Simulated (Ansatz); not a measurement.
**Two runs on GaN**

System: GaN (2 atoms in the cell).
Method of run 1: Kohn-Sham DFT of a periodic cell, r2SCAN, Ansatz PAW, no spin polarisation (Ansatz 0.2.0).

The structure derives from a Materials Project entry. Text and figures count atoms from 1; the logs count them from 0 in places.

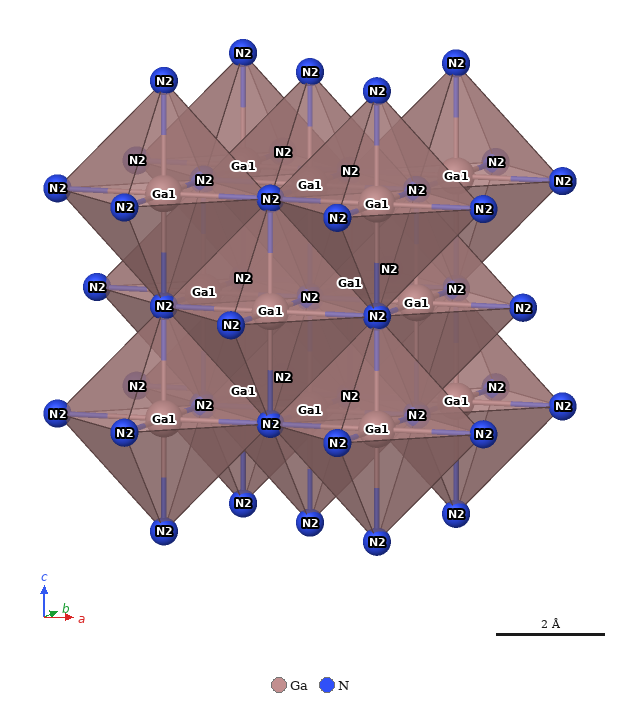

**Figure 1.** The structure (polyhedral view of the cell 4 times as large as that of the calculation, set on its symmetry axes, seen slightly off an axis; polyhedra are completed across the faces of the cell; atoms are numbered from 1 in the order of the input).

Input file, run 1:
```yaml
crystal:
  lattice:
    - [0.0, 2.1063769354, 2.1063769354]
    - [2.1063769354, 0.0, 2.1063769354]
    - [2.1063769354, 2.1063769354, 0.0]
  atoms:
    - { symbol: Ga, position: [0.0, 0.0, 0.0] }
    - { symbol: "N", position: [0.5, 0.5, 0.5] }
hamiltonian:
  xc: r2scan
  pseudopotentials: { kind: paw }
kpoints:
  mp_grid: { grid: [11, 11, 11] }
scf:
  occupations: { method: fermi_dirac, width: 0.05 }
output:
  forces: true
  stress: true
  eigenvalues: true
```

Launched with:
```bash
ansatz run input.yaml --threads 2 --pin off --max-ram 5632MiB --backend cpu --events-out ev --progress --plain --runs-dir out
```

Hardware: 2 threads of AMD EPYC (Zen 3), 192 GiB of memory available, shared host.

Output, shortened to warnings, some set-up lines, iterations and results (run 1):
```
Basis set: ecut = 500 eV, 459 PW (Γ), exchange–correlation on 96×96×96 points (64 copies of the dense FFT grid, shifted against one another)
Symmetry: 48 space group operations
k-points: 56 of 1331
Initial density: superposition of atomic densities (neutral atoms: chi_scale 0, normalization atom), corrected by the library's trained network
[...]
SCF iter   1: F=—  HF=-4175.381066 eV  |F-HF|=—  |Δ(HF+E_count)|=         —  Δρ=1.65e-2  dr2=1.79e-2  dr2_τ=9.40e-2  ethr=1.77e-3  ⟨swp⟩=4.5  Hψ=3698  notcnv=0
SCF iter   2: F=—  HF=-4175.437074 eV  |F-HF|=—  |Δ(HF+E_count)|=   5.60e-2  Δρ=6.89e-3  dr2=4.77e-3  dr2_τ=9.07e-5  ethr=9.95e-5  ⟨swp⟩=2.1  Hψ=1914  notcnv=0
SCF iter   3: F=—  HF=-4175.437424 eV  |F-HF|=—  |Δ(HF+E_count)|=   3.49e-4  Δρ=4.12e-3  dr2=1.13e-3  dr2_τ=1.23e-4  ethr=2.65e-5  ⟨swp⟩=2.5  Hψ=1368  notcnv=0
SCF iter   4: F=—  HF=-4175.437402 eV  |F-HF|=—  |Δ(HF+E_count)|=   2.13e-5  Δρ=9.94e-4  dr2=1.41e-4  dr2_τ=3.96e-5  ethr=6.29e-6  ⟨swp⟩=2.7  Hψ=1151  notcnv=0
SCF iter   5: F=—  HF=-4175.437381 eV  |F-HF|=—  |Δ(HF+E_count)|=   2.17e-5  Δρ=1.74e-4  dr2=5.54e-6  dr2_τ=3.56e-7  ethr=7.81e-7  ⟨swp⟩=2.1  Hψ=968  notcnv=0
SCF iter   6: F=—  HF=-4175.437381 eV  |F-HF|=—  |Δ(HF+E_count)|=   6.27e-7  Δρ=1.10e-4  dr2=2.26e-6  dr2_τ=1.58e-7  ethr=3.08e-8  ⟨swp⟩=2.0  Hψ=1176  notcnv=0
SCF iter   7: F=—  HF=-4175.437381 eV  |F-HF|=—  |Δ(HF+E_count)|=   3.91e-7  Δρ=5.49e-5  dr2=5.73e-7  dr2_τ=6.74e-9  ethr=1.26e-8  ⟨swp⟩=1.0  Hψ=728  notcnv=0
SCF iter   8: F=-4175.437381 eV  HF=-4175.437381 eV  |F-HF|=2.23e-8  |Δ(HF+E_count)|=   1.19e-7  Δρ=1.32e-5  dr2=3.40e-8  dr2_τ=3.54e-10  ethr=5.56e-10  ⟨swp⟩=3.0  Hψ=2648  …
SCF 1 converged in 8 iterations: F = -4175.437381 eV  dr2 = 3.40e-8
SCF converged after 8 iterations
Free energy (F): -4175.437381 eV
Harris-Foulkes:  -4175.437381 eV  (|F-HF|=2.23e-8)
Internal energy: -4175.437381 eV  (E = F + TS)
E sigma→0 (E₀):  -4175.437381 eV
Entropy (-TS):   -0.000000 eV (-0.000 meV/atom)
Fermi energy:    13.824948 eV
--- Per-component energies (eV) ---
  E_band       = 39.598304
  E_kinetic    = 248.654990
  E_local      = -1662.065123  (includes V_loc(G=0)·N_el)
  E_nonlocal   = 479.668390
  E_hartree    = 784.334413
  E_xc         = -121.642292
  E_vxc        = -143.192158  (∫ρ·V_xc dr)
  E_paw        = -2141.451042  (= ΣΔE_a)
  E_vpaw       = -459.697189  (= ΣTr[D̂ρ^β])
  E_aug_tail   = -0.000037  (compensation charges beyond the density's cutoff)
  E_vtau       = 7.562159  (kinetic-family band-sum trace: ∫τ·v_τ [+ j·A + Jᵃ·Aᵃ] dr)
  E_ewald      = -1762.254044
  E_core_change = -0.682634  (= ΣΔE_core)
  E_smearing   = -0.000000  (= −TS)
  E_closure    = 0.000000  (closes the sum)
  Σ components = -4175.437381   (vs F -4175.437381, Δ=0.00e0)
--- Forces (eV/Å), atoms counted from 1 ---
  atom   1  Ga    -0.00000000     0.00000000     0.00000000
  atom   2  N      0.00000000    -0.00000000    -0.00000000
  max |Σ_I F_I| component: 1.22e-29 eV/Å
--- Stress (GPa, compression-positive) ---
        0.732512       0.000000      -0.000000
       -0.000000       0.732512      -0.000000
        0.000000      -0.000000       0.732512
  P = ⅓ Tr σ = 0.7325 GPa (7.325 kbar)
```

For run 2 the input was changed thus:
```diff
-    - [0.0, 2.1063769354, 2.1063769354]
-    - [2.1063769354, 0.0, 2.1063769354]
-    - [2.1063769354, 2.1063769354, 0.0]
+    - [0.0, 2.120904132, 2.120904132]
+    - [2.120904132, 0.0, 2.120904132]
+    - [2.120904132, 2.120904132, 0.0]
```

Predict how the results change.

With the same functional and potentials, run 2 lies 2.1 meV per atom higher. The gap on the mesh goes from 1.34 to 1.20 eV. The pressure goes from 0.73 to −4.13 GPa. The volume per atom goes from 9.35 to 9.54 Å³. The cell is scaled evenly with the atoms at fixed fractional positions, so −ΔP/Δ ln V estimates the bulk modulus midway between the two volumes: about 240 GPa. The number of SCF iterations is the same. The plane waves at Γ go from 459 to 531.

Output, shortened to warnings, some set-up lines, iterations and results (run 2):
```
Basis set: ecut = 500 eV, 531 PW (Γ), exchange–correlation on 96×96×96 points (64 copies of the dense FFT grid, shifted against one another)
Symmetry: 48 space group operations
k-points: 56 of 1331
Initial density: superposition of atomic densities (neutral atoms: chi_scale 0, normalization atom), corrected by the library's trained network
[...]
SCF iter   1: F=—  HF=-4175.380277 eV  |F-HF|=—  |Δ(HF+E_count)|=         —  Δρ=1.66e-2  dr2=1.89e-2  dr2_τ=8.81e-2  ethr=1.77e-3  ⟨swp⟩=4.7  Hψ=3722  notcnv=0
SCF iter   2: F=—  HF=-4175.432763 eV  |F-HF|=—  |Δ(HF+E_count)|=   5.25e-2  Δρ=6.80e-3  dr2=4.53e-3  dr2_τ=8.09e-5  ethr=1.05e-4  ⟨swp⟩=2.1  Hψ=1912  notcnv=0
SCF iter   3: F=—  HF=-4175.433214 eV  |F-HF|=—  |Δ(HF+E_count)|=   4.51e-4  Δρ=4.01e-3  dr2=1.13e-3  dr2_τ=1.14e-4  ethr=2.52e-5  ⟨swp⟩=2.2  Hψ=1335  notcnv=0
SCF iter   4: F=—  HF=-4175.433176 eV  |F-HF|=—  |Δ(HF+E_count)|=   3.75e-5  Δρ=1.04e-3  dr2=1.71e-4  dr2_τ=4.48e-5  ethr=6.25e-6  ⟨swp⟩=3.0  Hψ=1252  notcnv=0
SCF iter   5: F=—  HF=-4175.433145 eV  |F-HF|=—  |Δ(HF+E_count)|=   3.09e-5  Δρ=1.70e-4  dr2=5.49e-6  dr2_τ=3.54e-7  ethr=9.50e-7  ⟨swp⟩=2.0  Hψ=931  notcnv=0
SCF iter   6: F=—  HF=-4175.433145 eV  |F-HF|=—  |Δ(HF+E_count)|=   8.15e-7  Δρ=1.08e-4  dr2=2.26e-6  dr2_τ=1.56e-7  ethr=3.05e-8  ⟨swp⟩=2.0  Hψ=1196  notcnv=0
SCF iter   7: F=—  HF=-4175.433144 eV  |F-HF|=—  |Δ(HF+E_count)|=   4.06e-7  Δρ=5.22e-5  dr2=5.41e-7  dr2_τ=6.30e-9  ethr=1.26e-8  ⟨swp⟩=1.0  Hψ=731  notcnv=0
SCF iter   8: F=-4175.433144 eV  HF=-4175.433144 eV  |F-HF|=1.87e-8  |Δ(HF+E_count)|=   1.13e-7  Δρ=1.18e-5  dr2=2.85e-8  dr2_τ=2.60e-10  ethr=5.56e-10  ⟨swp⟩=3.0  Hψ=2662  …
SCF 1 converged in 8 iterations: F = -4175.433144 eV  dr2 = 2.85e-8
SCF converged after 8 iterations
Free energy (F): -4175.433144 eV
Harris-Foulkes:  -4175.433144 eV  (|F-HF|=1.87e-8)
Internal energy: -4175.433144 eV  (E = F + TS)
E sigma→0 (E₀):  -4175.433144 eV
Entropy (-TS):   -0.000000 eV (-0.000 meV/atom)
Fermi energy:    13.392512 eV
--- Per-component energies (eV) ---
  E_band       = 33.540815
  E_kinetic    = 247.668741
  E_local      = -1679.313446  (includes V_loc(G=0)·N_el)
  E_nonlocal   = 479.502816
  E_hartree    = 790.242442
  E_xc         = -121.295222
  E_vxc        = -142.711023  (∫ρ·V_xc dr)
  E_paw        = -2141.372389  (= ΣΔE_a)
  E_vpaw       = -459.636697  (= ΣTr[D̂ρ^β])
  E_aug_tail   = -0.000019  (compensation charges beyond the density's cutoff)
  E_vtau       = 7.546886  (kinetic-family band-sum trace: ∫τ·v_τ [+ j·A + Jᵃ·Aᵃ] dr)
  E_ewald      = -1750.183432
  E_core_change = -0.682634  (= ΣΔE_core)
  E_smearing   = -0.000000  (= −TS)
  E_closure    = 0.000000  (closes the sum)
  Σ components = -4175.433144   (vs F -4175.433144, Δ=0.00e0)
--- Forces (eV/Å), atoms counted from 1 ---
  atom   1  Ga    -0.00000000    -0.00000000     0.00000000
  atom   2  N      0.00000000    -0.00000000    -0.00000000
  max |Σ_I F_I| component: 8.18e-30 eV/Å
--- Stress (GPa, compression-positive) ---
       -4.130134       0.000000       0.000000
        0.000000      -4.130134      -0.000000
       -0.000000      -0.000000      -4.130134
  P = ⅓ Tr σ = -4.1301 GPa (-41.301 kbar)
```

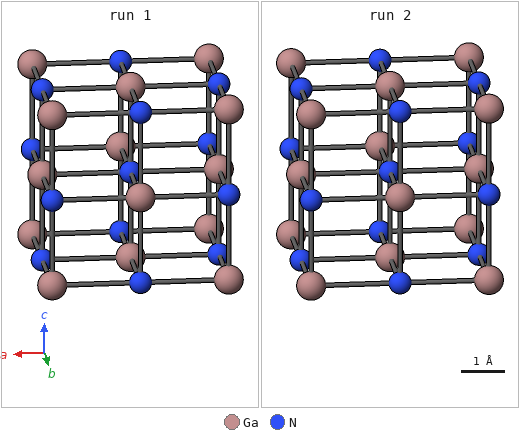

**Figure 2.** The two input geometries at one scale (ball-and-stick view of the cell 4 times as large as that of the calculation, set on its symmetry axes, seen at an oblique angle). No atom moves by more than 0.005 Å relative to the cell. The drawn cell changes as follows: a = b = c 4.213 → 4.242 Å (+0.7 %); the volume changes by +2.1 %. Among the contacts that change: Ga–N 2.106 → 2.121 Å.

The two runs side by side:

| quantity | run 1 | run 2 |
| --- | --- | --- |
| outcome | converged | converged |
| free energy per atom (eV) | −2087.7187 | −2087.7166 |
| gap on the mesh (eV) | 1.34 | 1.20 |
| pressure (GPa) | 0.73 | −4.13 |
| volume per atom (Å³) | 9.35 | 9.54 |
| largest force (eV/Å) | 0.000 | 0.000 |
| SCF iterations | 8 | 8 |
| irreducible k-points | 56 | 56 |
| plane waves at Γ | 459 | 531 |
| wall time (shared host) | 1.9 s | 1.6 s |
